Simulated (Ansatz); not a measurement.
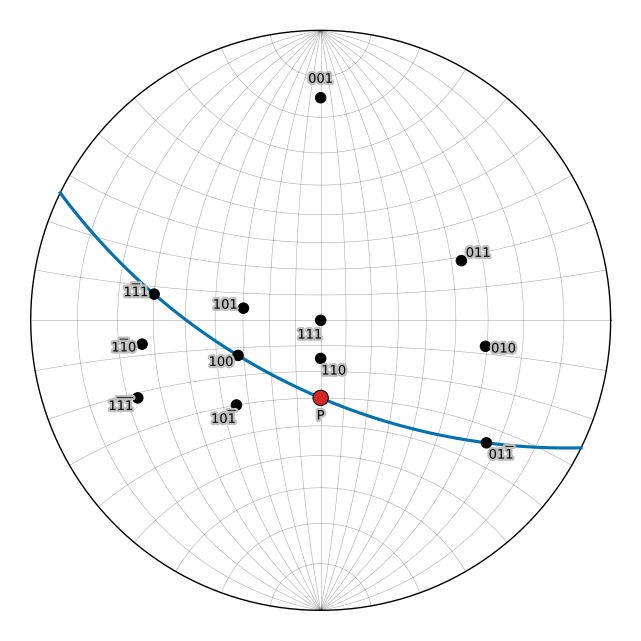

Stereographic projection of plane normals (upper hemisphere) centred on (1 1 1). Crystal: Mn, the geometry relaxed with Ansatz, DFT PBEsol, scalar-relativistic, plane waves, PAW; the starting structure was generated, so it need not be a known form of this composition. Geometry calculated from the standardised cell; symmetry tolerance 0.002 Å.

a = 2.555 Å, b = 4.194 Å, c = 8.158 Å, α = 90.00°, β = 90.00°, γ = 90.00°.

Index the pole marked P.

P is (1 1 −1), 29.9° from the centre.

Which zone does the coloured great circle trace?

The zone [0 1 1]: its poles satisfy k + l = 0.

What is the angle between the normals of (1 0 −1) and (0 0 1), and what are their d_hkl = 1/|g|?

107.4°; d = 2.438 Å and 8.158 Å.
